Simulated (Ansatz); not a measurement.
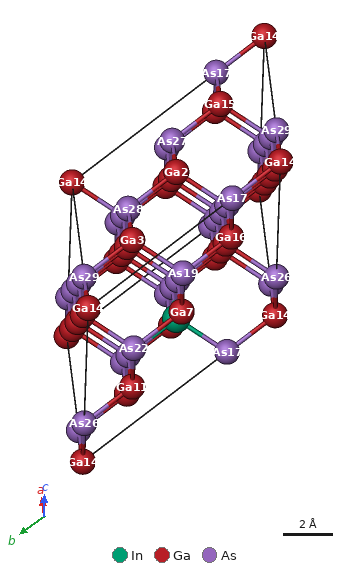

A defect cell of composition InGa15As16, before the relaxation. A ball-and-stick model of the cell of the calculation, seen from a free direction.

Computed with DFT PBE, scalar-relativistic, plane waves, PAW in Ansatz 0.2.0.

Input file:
```yaml
crystal:
  lattice:
    - [-5.7459815093, -5.7459815093, 5.7459815093]
    - [5.7459815093, 5.7459815093, 5.7459815093]
    - [-5.7459815093, 5.7459815093, -5.7459815093]
  atoms:
    - { symbol: In, position: [0.25, 0.5, 0.25] }
    - { symbol: Ga, position: [0.5, 0.5, 0.0] }
    - { symbol: Ga, position: [0.25, 0.75, 0.0] }
    - { symbol: Ga, position: [0.75, 0.5, 0.75] }
    - { symbol: Ga, position: [0.5, 0.75, 0.75] }
    - { symbol: Ga, position: [0.25, 0.0, 0.75] }
    - { symbol: Ga, position: [0.0, 0.5, 0.5] }
    - { symbol: Ga, position: [0.75, 0.75, 0.5] }
    - { symbol: Ga, position: [0.5, 0.0, 0.5] }
    - { symbol: Ga, position: [0.25, 0.25, 0.5] }
    - { symbol: Ga, position: [0.0, 0.75, 0.25] }
    - { symbol: Ga, position: [0.75, 0.0, 0.25] }
    - { symbol: Ga, position: [0.5, 0.25, 0.25] }
    - { symbol: Ga, position: [0.0, 0.0, 0.0] }
    - { symbol: Ga, position: [0.75, 0.25, 0.0] }
    - { symbol: Ga, position: [0.0, 0.25, 0.75] }
    - { symbol: As, position: [0.0, 0.25, 0.0] }
    - { symbol: As, position: [0.25, 0.25, 0.75] }
    - { symbol: As, position: [0.0, 0.5, 0.75] }
    - { symbol: As, position: [0.5, 0.25, 0.5] }
    - { symbol: As, position: [0.25, 0.5, 0.5] }
    - { symbol: As, position: [0.0, 0.75, 0.5] }
    - { symbol: As, position: [0.75, 0.25, 0.25] }
    - { symbol: As, position: [0.5, 0.5, 0.25] }
    - { symbol: As, position: [0.25, 0.75, 0.25] }
    - { symbol: As, position: [0.0, 0.0, 0.25] }
    - { symbol: As, position: [0.75, 0.5, 0.0] }
    - { symbol: As, position: [0.5, 0.75, 0.0] }
    - { symbol: As, position: [0.25, 0.0, 0.0] }
    - { symbol: As, position: [0.75, 0.75, 0.75] }
    - { symbol: As, position: [0.5, 0.0, 0.75] }
    - { symbol: As, position: [0.75, 0.0, 0.5] }
basis:
  ecutwfc: 420
  xc_grid: 2
kpoints:
  mp_grid: { grid: [3, 3, 3], shift: [0.0, 0.0, 0.0] }
hamiltonian:
  xc: pbe
scf:
  occupations: { method: gaussian, width: 0.05 }
output:
  forces: true
  stress: false
  eigenvalues: true
  write_density: true
  write_potential: true
  elf: true
  volumetric_format: npy
relax:
  adjacent_minimum: "off"
  f_tol: 0.03
  max_steps: 40
```

Command:
```bash
ansatz run input.yaml --threads 8 --pin off --max-ram 16384MiB --backend cpu --events-out ev --progress --plain --runs-dir out
```

Predict the outcome.

Answer. The largest moves, 0.13 Å, are those of As17, As21, As24 and As25. As25 goes along +b. Largest moves by element: As 0.13 Å, Ga 0.03 Å. In stays in place. The cell stays as it was. Near-neighbour distances that change, for instance: In1–As17 2.488 → 2.621 Å, Ga10–As21 2.488 → 2.471 Å, Ga10–As18 2.488 → 2.476 Å. Bond angles that change, for instance: As25–Ga11–As26 109.5° → 106.9°, In1–As24–Ga2 109.5° → 107.1°, Ga2–As24–Ga8 109.5° → 111.7°. Over 3 geometry steps the energy falls by 0.374 eV per cell of the calculation. Largest force component: 0.86 eV/Å at the start, 0.0039 eV/Å at the end. The run took 70 s on 8 threads of Arm Neoverse V2 (shared host), peak memory 3.7 GiB.

Step by step:

```csv
step,"E − E(0), meV/atom","largest force component, eV/Å"
0,0.00,0.8618
1,-10.51,0.2108
2,-11.66,0.0361
3,-11.69,0.0039
```

The end point in the same view:

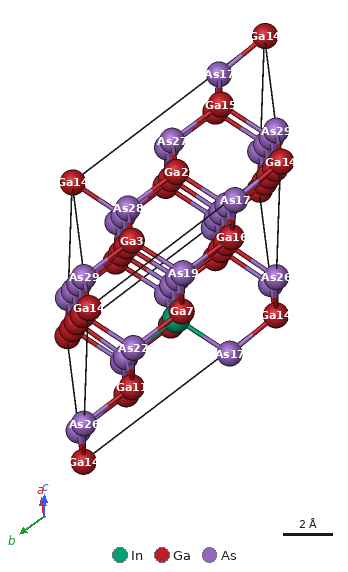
